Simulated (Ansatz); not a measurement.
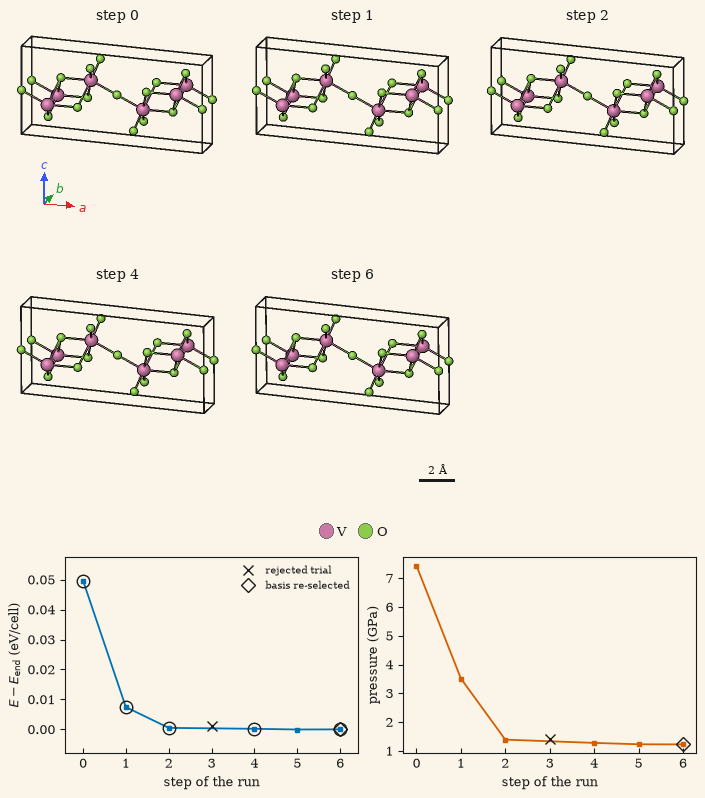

Frames of a relaxation of solid V₂O₅ (set up in C2/m), marked on the history of the run. The picture is a ball-and-stick view of the conventional cell (2 times the calculation's cell), seen slightly off an axis. Lengths and directions refer to the drawn axes.

Case: volume × 0.94, shape and atoms relaxed.

Method: DFT r2SCAN, scalar-relativistic, plane waves, PAW (Ansatz).

Input
```yaml
crystal:
  lattice:
    - [5.4464811055, -1.4201004143, 0.1614797757]
    - [5.4464811055, 1.4201004143, 0.1614797757]
    - [-0.4875932049, 0.0, 5.2714581309]
  atoms:
    - { symbol: V, position: [0.1437963188, 0.1437963188, 0.3652299575] }
    - { symbol: V, position: [0.8562036812, 0.8562036812, 0.6347700425] }
    - { symbol: O, position: [0.0, 0.0, 0.5] }
    - { symbol: O, position: [0.6198764362, 0.6198764362, 0.1712611928] }
    - { symbol: O, position: [0.3801235638, 0.3801235638, 0.8287388072] }
    - { symbol: O, position: [0.3098431003, 0.3098431003, 0.3724532156] }
    - { symbol: O, position: [0.6901568997, 0.6901568997, 0.6275467844] }
basis:
  ecutwfc: 500
kpoints:
  mp_grid: { grid: [10, 10, 6] }
hamiltonian:
  xc: r2scan
scf:
  occupations: { method: gaussian, width: 0.02 }
output:
  forces: true
  stress: true
  eigenvalues: true
relax:
  adjacent_minimum: "off"
  f_tol: 0.01
  max_steps: 30
  cell: { stress_tol: 0.1, fix: [volume] }
```

Launched with:
```bash
ansatz run input.yaml --threads 2 --pin off --max-ram 5120MiB --backend cpu --events-out ev --progress --plain --runs-dir out
```

What happens along the run?

Answer. The largest moves relative to the cell, 0.057 Å, are those of O4 and O5. O4 goes along [−1 0 −3]. Largest moves by element: O 0.057 Å, V 0.021 Å. The drawn cell changes at constant volume: a 10.898 → 11.018 Å (+1.1 %), b 2.840 → 2.863 Å (+0.8 %), c 5.294 → 5.201 Å (−1.8 %), β 93.6° → 94.7°. Among the contacts that change: V1–V2 3.000 → 3.027 Å, V1–V1 2.840 → 2.863 Å, V1–O6 1.808 → 1.828 Å, V1–O3 1.762 → 1.780 Å. The space group stays C2/m (No. 12). Over 4 accepted moves (6 points after the start) the energy falls by 49.7 meV per cell of the calculation. The largest force component goes from 0.65 to 0.0085 eV/Å. The pressure goes from 7.44 to 1.22 GPa. The line search rejected the trial step at point 3 of the run. The SCF was repeated once at an unchanged geometry on a basis and grid sized afresh for the cell, which shifted the energy by less than 0.05 meV per cell of the calculation at most. Cost: 3 min on 2 threads of Arm Neoverse V2, on a shared host, peak memory 1.1 GiB. From step 0 to 1: O atoms move most (0.03 Å), energy −42.3 meV per cell of the calculation. From step 1 to 2: O atoms move most (0.02 Å), energy −6.9 meV per cell of the calculation. From step 2 to 4: energy −0.3 meV per cell of the calculation. From step 4 to 6: energy −0.2 meV per cell of the calculation.
